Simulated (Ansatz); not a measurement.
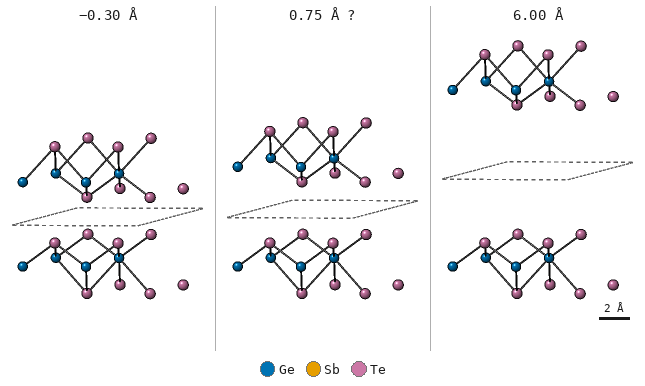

Crystalline Ge2Sb2Te5 (P-3m1): the crystal is pulled apart rigidly along the normal of the (0 0 1) plane of the conventional cell, at a cut between a plane of Te below and one of Te above, 3.24 Å apart. One cut stands in each cell, which starts 18.1 Å high; nothing is relaxed, and the dashed outline marks the cut. The picture is a ball-and-stick view of the layers on both sides of the cut, seen from the side, nearly along the cut plane.

The calculation used DFT PBE, scalar-relativistic, plane waves, PAW in Ansatz. Set-up: plane-wave cutoff 420 eV; k-point mesh 11 × 11 × 3; occupations gaussian; smearing width 0.15 eV; no spin polarisation. Energies (free energies at the smearing named) are counted from the relaxed crystal.

```json
{"opening (Å)": "−0.30", "ΔE per area (J/m²)": "0.008"}
{"opening (Å)": "0.00", "ΔE per area (J/m²)": "0.000"}
{"opening (Å)": "0.25", "ΔE per area (J/m²)": "0.002"}
{"opening (Å)": "0.50", "ΔE per area (J/m²)": "0.006"}
{"opening (Å)": "0.75", "ΔE per area (J/m²)": "?"}
{"opening (Å)": "1.00", "ΔE per area (J/m²)": "0.014"}
{"opening (Å)": "1.50", "ΔE per area (J/m²)": "0.020"}
{"opening (Å)": "2.00", "ΔE per area (J/m²)": "0.025"}
{"opening (Å)": "3.00", "ΔE per area (J/m²)": "0.029"}
{"opening (Å)": "4.50", "ΔE per area (J/m²)": "0.032"}
{"opening (Å)": "6.00", "ΔE per area (J/m²)": "0.032"}
```

Question: Fill in the missing row.

Answer: A straight line between the two neighbours gives 0.010 J/m². A cubic through the four nearest rows (0.25, 0.50, 1.00, 1.50) gives, with Lagrange weights, (−0.2000)(0.002) + (0.7500)(0.006) + (0.5000)(0.014) + (−0.0500)(0.020) = 0.010 J/m². The calculation gives 0.010 J/m², so the cubic is right to the digits shown and so is the straight line.

The whole profile:

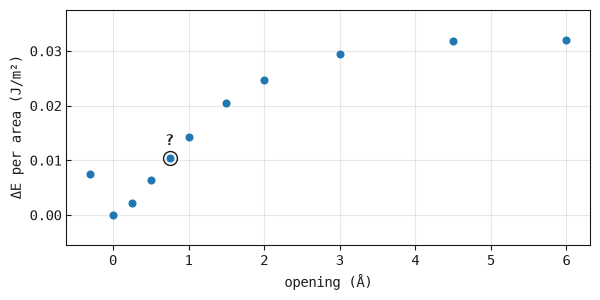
